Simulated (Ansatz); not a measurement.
Input file:

```
crystal:
  lattice:
    - [3.37034897, 0.0, 0.0]
    - [0.0, 3.37034897, 0.0]
    - [0.0, 0.0, 3.37034897]
  atoms:
    - { symbol: Sc, position: [0.5, 0.5, 0.5] }
    - { symbol: Al, position: [0.0, 0.0, 0.0] }
basis:
  ecutwfc: 850
kpoints:
  mp_grid: { grid: [12, 12, 12] }
hamiltonian:
  xc: pbesol
scf:
  occupations: { method: gaussian, width: 0.1 }
output:
  forces: true
  stress: true
  eigenvalues: true
  write_density: true
  write_potential: true
  elf: true
  volumetric_format: npy
```

Run with:

```sh
ansatz run input.yaml --threads 1 --pin off --max-ram 2560MiB --backend cpu --events-out ev --progress --plain --runs-dir out
```

Below, planes, directions and counts refer to the conventional cell (a = 3.37 Å, b = 3.37 Å, c = 3.37 Å, α = 90.00°, β = 90.00°, γ = 90.00°).

Space group Pm-3m; a structure from a database of computed crystals, not necessarily the ambient phase.

Level of theory: DFT PBEsol, scalar-relativistic, plane waves, PAW in Ansatz.

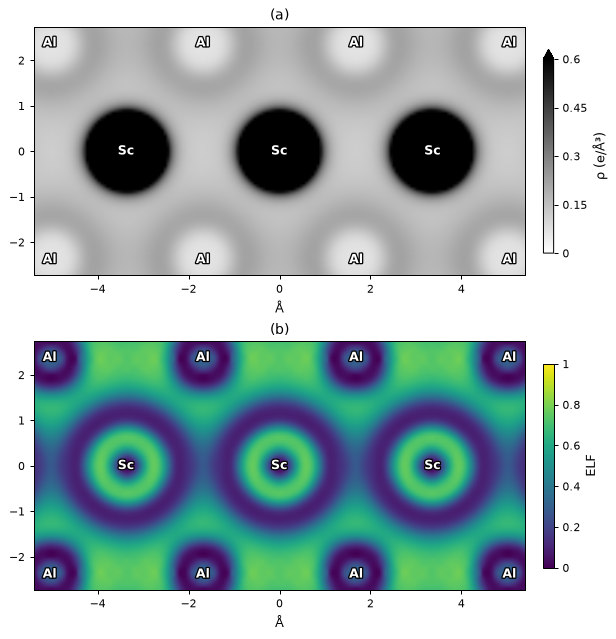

ScAl. (a) valence pseudo-density; (b) ELF on the (011̄) plane of the conventional cell.

Core electrons are frozen (PAW), and the valence fields are smoothed inside the atomic spheres.

### What do the fields say about this system?

The section cuts through Sc and Al sites. Sc–Al (2.92 Å): ρ is about 0.16 e/Å³ halfway; the ELF peaks at about 0.60 in the valence shell of Al, 1.1 Å from its nucleus, and is about 0.30 at the midpoint. Between the atoms the lowest density in this plane is 0.12 e/Å³. The features right at Sc lie inside the PAW spheres, where the map follows smoothed inner orbitals and isn't to be read closely.

### Does the calculation give a band gap?

It is metallic or semimetallic at this level of theory: no gap opens.
